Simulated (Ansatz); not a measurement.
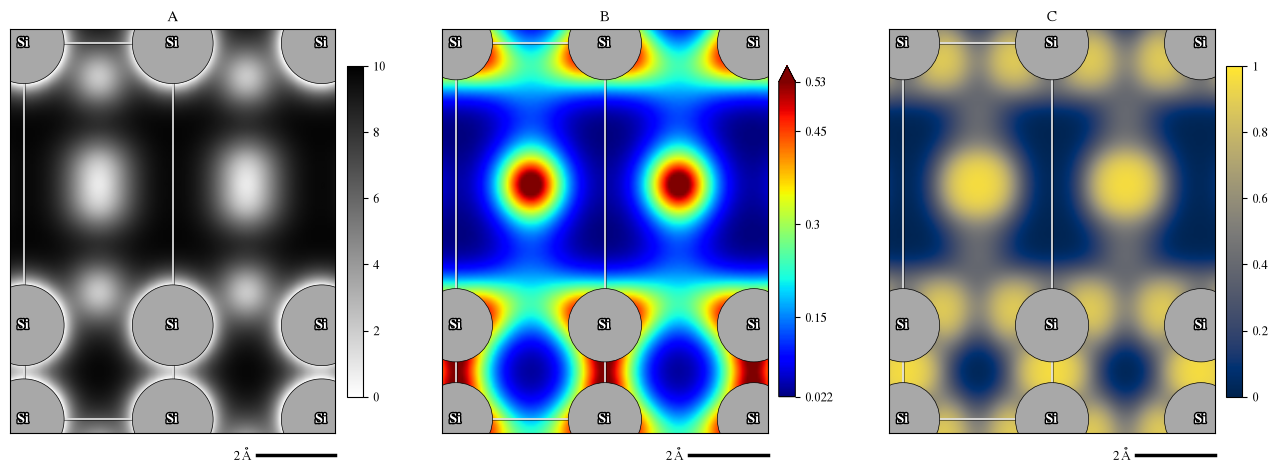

Si: 3 fields on the (100) plane of the conventional cell, with unlabelled colour scales. Grey discs cover the atomic cores.

Space group R-3m; changed on purpose from its base cell (equal xy, yz and zx shear strains of +2 %, PAW files); not relaxed (largest force 0.3 eV/Å); computed pressure about 2 GPa in this cell.

Computed with DFT, PBE, PAW with Ansatz's default frozen-core files, scalar-relativistic in Ansatz.

> Which field does each panel show? The fields are: electron localisation function, electrostatic potential energy of an electron and valence pseudo-density.

Panel A: electrostatic potential energy of an electron (low next to the atoms, rising into the space between them). Panel B: valence pseudo-density. Panel C: electron localisation function. From the grid: Si–Si (2.40 Å): ρ at the midpoint is about 0.54 e/Å³; the ELF peaks at about 0.95 between the atoms: a covalent bond.
